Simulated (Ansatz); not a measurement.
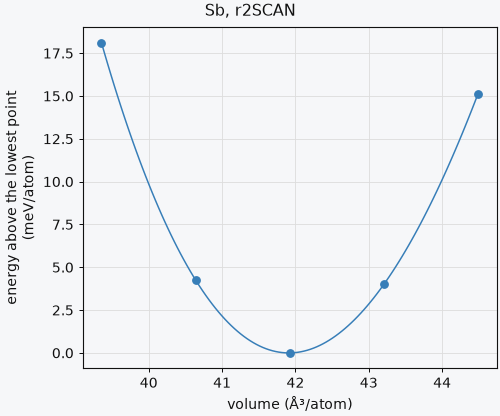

The picture above shows the energy above the lowest point against volume for Sb, space group Fd-3m (No. 227) (one of a set of cubic test structures, which need not be the stable phase).

How it was computed, with Ansatz 0.2.0 development build: equation of state of a cubic crystal from periodic Kohn-Sham density functional theory without spin, third-order Birch-Murnaghan fit to the free energies; pressure corrected for the finite basis. Level: r2SCAN.

structure type diamond; atoms in cell 2; space group number 227; lattice centring face-centred primitive; k mesh 9×9×9; occupation method Fermi–Dirac; occupation width 0.1 eV; wave cutoff 700 eV; datasets hard PAW; density tolerance 1e−09 eV; bands 27; density cutoff ratio 4; search for lower states default; xc grid level 2.

From this curve and the settings, what does the calculation give for the pressure at the same points?

The pressure falls from 2.390 GPa at volume 39.36 Å³/atom to −1.790 GPa at 44.49 Å³/atom, and changes sign near 41.9 Å³/atom.

```tsv
volume (Å³/atom)	pressure (GPa)
39.36	2.390
40.64	1.101
41.92	-0.010
43.21	-0.970
44.49	-1.790
```

Note: cubic model structure, not the ambient form; pseudopotentials made with PBE, not this functional.
